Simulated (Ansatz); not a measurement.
**A series of single points on Si**

System: Si (C2/c, 2 atoms in the cell).
Method: DFT PBE+D3(BJ), scalar-relativistic, plane waves, PAW, no spin polarisation (Ansatz 0.2.0).

The 7 runs differ only in the geometry, by a strain of the cell at fixed fractional positions. Against run 4, the strain is εxx = −0.02 η, εxz = η and εzz = −0.02 η. The structure derives from a Materials Project entry.

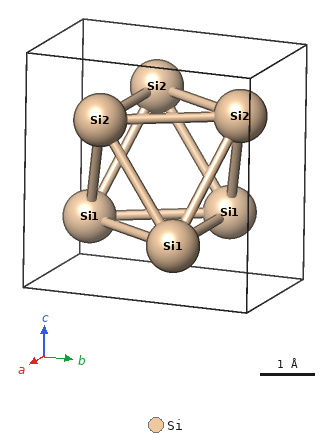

Figure 1. The structure of run 4 (ball-and-stick view of the cell 2 times as large as that of the calculation, set on its symmetry axes, seen slightly off an axis; atoms are numbered from 1 in the order of the input).

### Input of run 4
```yaml
crystal:
  lattice:
    - [2.636997338, 0.0, 0.0494437001]
    - [-1.318498669, 2.2837066844, -0.02472185]
    - [0.0845435904, 0.0, 4.5089914857]
  atoms:
    - { symbol: Si, position: [0.3333333333, 0.6666666667, 0.25] }
    - { symbol: Si, position: [0.6666666667, 0.3333333333, 0.75] }
basis:
  ecutwfc: 420
kpoints:
  mp_grid: { grid: [24, 24, 14] }
hamiltonian:
  xc: pbe
  dispersion: d3bj
scf:
  occupations: { method: gaussian, width: 0.15 }
output:
  forces: true
  stress: true
  eigenvalues: true
```

Command:
```bash
ansatz run input.yaml --threads 1 --pin off --max-ram 2560MiB --backend cpu --events-out ev --progress --plain --runs-dir out
```

Lattice vectors (Å) and fractional positions of run 4:
```
   2.636997    0.000000    0.049444
  -1.318499    2.283707   -0.024722
   0.084544    0.000000    4.508991
Si  0.333333  0.666667  0.250000
Si  0.666667  0.333333  0.750000
```

Run 2 differs from it as follows:
```diff
-    - [2.636997338, 0.0, 0.0494437001]
-    - [-1.318498669, 2.2837066844, -0.02472185]
-    - [0.0845435904, 0.0, 4.5089914857]
+    - [2.636997338, 0.0, -0.0659249334]
+    - [-1.318498669, 2.2837066844, 0.0329624667]
+    - [-0.1127247871, 0.0, 4.5089914857]
```

### Results, with one run withheld

| run | strain parameter η (%) | free energy per atom, from the lowest run given (meV) | pressure (GPa) |
| --- | --- | --- | --- |
| 1 | −6.8774 | 9.51 | 0.80 |
| 2 | −4.3765 | ? | ? |
| 3 | −0.6252 | 0.00 | −0.02 |
| 4 | 0.0000 | 0.88 | 0.07 |
| 5 | 1.2504 | 3.63 | 0.31 |
| 6 | 1.8757 | 5.42 | 0.45 |
| 7 | 2.5009 | 7.39 | 0.62 |

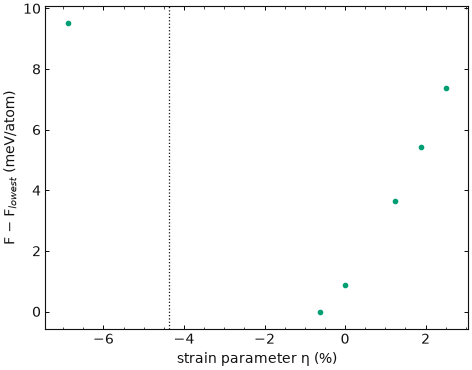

Figure 2. Free energy per atom of the runs given; the dotted line marks run 2.

What should run 2 give?

A cubic polynomial in the coordinate, fitted to the 6 runs given, misses them by at most 0.03 meV per atom. With x = η + 0.3126, it reads F = 0.40819 + 1.492 x + 0.37904 x² − 0.0090523 x³ (meV per atom). At run 2 it gives 1.21 meV per atom, and the run itself gives 2.10. The fit has its minimum at η = −2.1586 %. So low a polynomial doesn't follow these energies more closely.

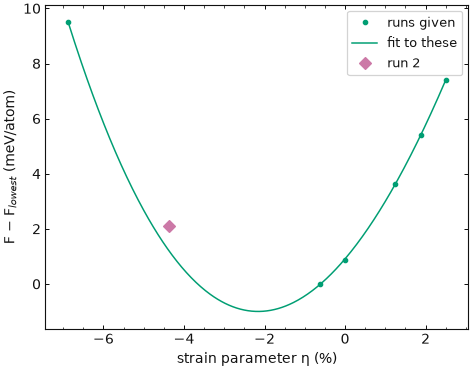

Figure 3. The fit and the withheld run.

### Output, shortened to warnings, some set-up lines, iterations and results (run 2)
```
Basis set: ecut = 420 eV, 543 PW (Γ), exchange–correlation on 36×36×64 points (8 copies of the dense FFT grid, shifted against one another)
Symmetry: 4 space group operations
k-points: 2114 of 8064
Initial density: superposition of atomic densities (neutral atoms: chi_scale 0, normalization atom), corrected by the library's trained network
[...]
SCF iter   1: F=—  HF=-1271.502481 eV  |F-HF|=—  |Δ(HF+E_count)|=         —  Δρ=3.20e-3  dr2=1.53e-3  ethr=1.77e-3  ⟨swp⟩=5.0  Hψ=125215  notcnv=0
SCF iter   2: F=—  HF=-1271.502755 eV  |F-HF|=—  |Δ(HF+E_count)|=   2.73e-4  Δρ=1.95e-3  dr2=5.84e-4  ethr=1.91e-5  ⟨swp⟩=1.2  Hψ=34614  notcnv=0
SCF iter   3: F=—  HF=-1271.502858 eV  |F-HF|=—  |Δ(HF+E_count)|=   1.03e-4  Δρ=6.81e-5  dr2=3.86e-7  ethr=7.30e-6  ⟨swp⟩=2.0  Hψ=24459  notcnv=0
SCF iter   4: F=—  HF=-1271.502857 eV  |F-HF|=—  |Δ(HF+E_count)|=   1.59e-6  Δρ=1.47e-5  dr2=9.32e-9  ethr=4.83e-9  ⟨swp⟩=2.5  Hψ=25378  notcnv=0
SCF iter   5: F=-1271.502857 eV  HF=-1271.502857 eV  |F-HF|=5.34e-11  |Δ(HF+E_count)|=   3.49e-8  Δρ=9.55e-7  dr2=1.42e-10  ethr=1.16e-10  ⟨swp⟩=2.0  Hψ=24742  notcnv=0
SCF iter   6: F=-1271.502857 eV  HF=-1271.502857 eV  |F-HF|=6.82e-13  |Δ(HF+E_count)|=  6.53e-11  Δρ=5.60e-8  dr2=3.58e-13  ethr=1.78e-12  ⟨swp⟩=1.8  Hψ=58056  notcnv=0
SCF 1 converged in 6 iterations: F = -1271.502857 eV  dr2 = 3.58e-13
SCF converged after 6 iterations
Free energy (F): -1271.502857 eV
Harris-Foulkes:  -1271.502857 eV  (|F-HF|=6.82e-13)
Internal energy: -1271.494541 eV  (E = F + TS)
E sigma→0 (E₀):  -1271.498699 eV
Entropy (-TS):   -0.008316 eV (-4.158 meV/atom)
Fermi energy:    11.640000 eV
--- Per-component energies (eV) ---
  E_band       = 45.500506
  E_kinetic    = 84.826117
  E_local      = 9.677040  (includes V_loc(G=0)·N_el)
  E_nonlocal   = 50.740335
  E_hartree    = 0.701838
  E_xc         = -113.164137
  E_vxc        = -97.184185  (∫ρ·V_xc dr)
  E_paw        = -1024.473725  (= ΣΔE_a)
  E_vpaw       = -3.962488  (= ΣTr[D̂ρ^β])
  E_aug_tail   = 0.000013  (compensation charges beyond the density's cutoff)
  E_ewald      = -278.885766
  E_disp       = -0.916255  (pairwise vdW)
  E_smearing   = -0.008316  (= −TS)
  E_closure    = 0.000000  (closes the sum)
  Σ components = -1271.502857   (vs F -1271.502857, Δ=0.00e0)
--- Forces (eV/Å), atoms counted from 1 ---
  atom   1  Si    -0.00000000    -0.01298461    -0.00000000
  atom   2  Si     0.00000000     0.01298461     0.00000000
  max |Σ_I F_I| component: 1.73e-18 eV/Å
--- Stress (GPa, compression-positive) ---
        0.311231      -0.000000       1.297038
       -0.000000       0.142705      -0.000000
        1.297038      -0.000000       0.072908
  P = ⅓ Tr σ = 0.1756 GPa (1.756 kbar)
```
